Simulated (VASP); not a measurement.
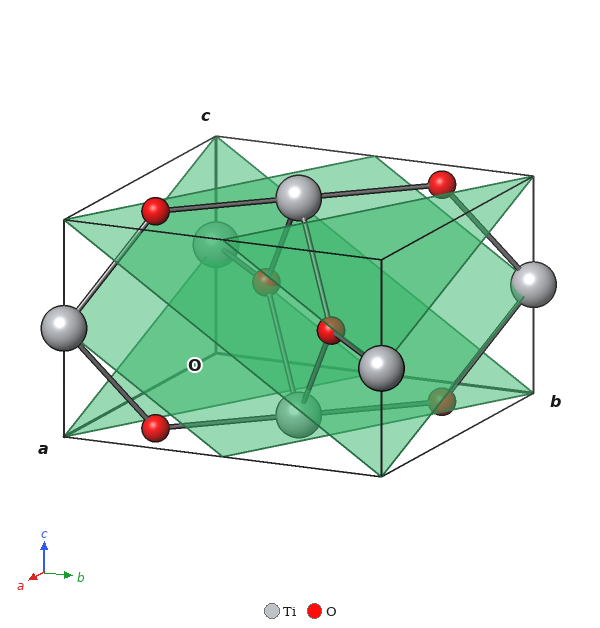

For TiO2, the geometry relaxed with VASP, VASP Kohn-Sham DFT of a periodic cell, PBE, VASP PAW PBE potentials, gw: every member of one family of equally spaced planes, hx + ky + lz = a whole number, that cuts the unit cell is shaded (one member passes through the origin O, touching the cell only at an edge or corner). All values are computed from the atomic coordinates in the standard setting (tolerance 0.002 Å).

a = 4.636 Å, b = 4.636 Å, c = 2.963 Å, α = 90.00°, β = 90.00°, γ = 90.00°.

Question: Index the planes.

Answer: (1 2 2); the opposite sign names the same planes. The member next to the origin meets the axes a at 1, b at 1/2, c at 1/2.

Question: What is the spacing?

Answer: d = 1.205 Å.

Question: Which atoms of the cell lie in these planes (within 0.03 Å)?

Answer: 1 of the 2 Ti.
